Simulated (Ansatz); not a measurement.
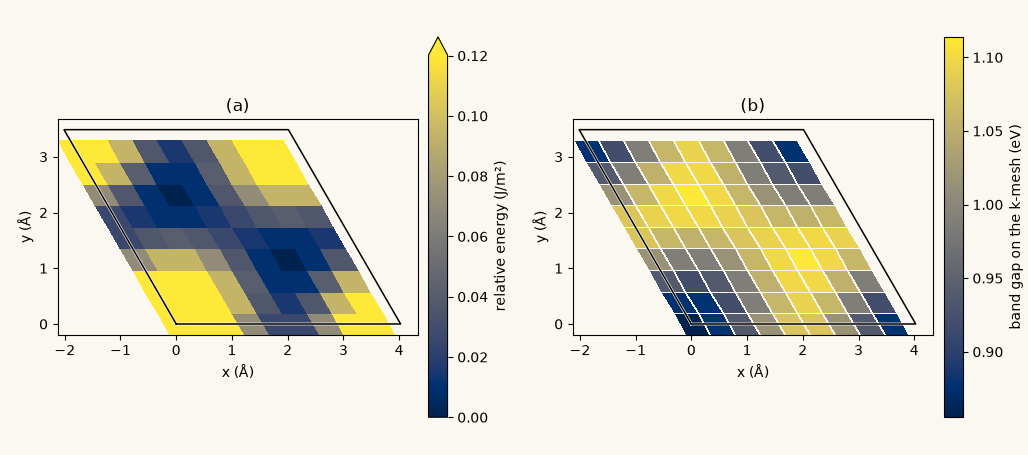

A bilayer of two InSe sheets (8 atoms in the cell). The upper layer of a bilayer is slid over the lower one; relaxed at each slide: nothing; the origin of the map has Se5 above Se4; the distance between the facing planes is held at 3.11 Å. Places are given modulo a cell vector. The map is drawn in real space over the plane of the slide. Grid: 9 × 9 points; 12 points were computed and 69 follow by symmetry. Energies are in J/m², from the lowest grid point. At a held distance the lowest stacking need not be the one that binds best once the distance relaxes. These are results of DFT PBE+D3(BJ), scalar-relativistic, plane waves, PAW in Ansatz, not measurements. Settings: cutoff 420 eV, k-mesh 9×9×1, gaussian smearing 0.05 eV, no spin polarisation.

Panel (a) is the energy; panel (b) is the computed band gap on the k-mesh, in eV.

Drawn: one coloured cell a grid point, the outline of one cell of the plane, one colour for all values above the top of the scale.

**How does the band gap on the k-mesh vary over the map, and what is it at the lowest grid point?**

It runs from 0.86 eV at (0/9, 0/9) of the cell vectors to 1.11 eV at (3/9, 6/9) of the cell vectors. At the lowest grid point, (3/9, 6/9) of the cell vectors, it is 1.11 eV.

```csv
"second ↓, first →",0/9,1/9,2/9,3/9,4/9,5/9,6/9,7/9,8/9
8/9,0.88,0.92,0.99,1.06,1.09,1.06,0.99,0.92,0.88
7/9,0.94,0.99,1.05,1.10,1.10,1.05,0.99,0.94,0.92
6/9,1.02,1.06,1.10,1.11,1.10,1.06,1.02,0.99,0.99
5/9,1.08,1.09,1.10,1.10,1.09,1.08,1.06,1.05,1.06
4/9,1.08,1.06,1.05,1.06,1.08,1.09,1.10,1.10,1.09
3/9,1.02,0.99,0.99,1.02,1.06,1.10,1.11,1.10,1.06
2/9,0.94,0.92,0.94,0.99,1.05,1.10,1.10,1.05,0.99
1/9,0.88,0.88,0.92,0.99,1.06,1.09,1.06,0.99,0.92
0/9,0.86,0.88,0.94,1.02,1.08,1.08,1.02,0.94,0.88
```

PAW datasets: the set soft_1.
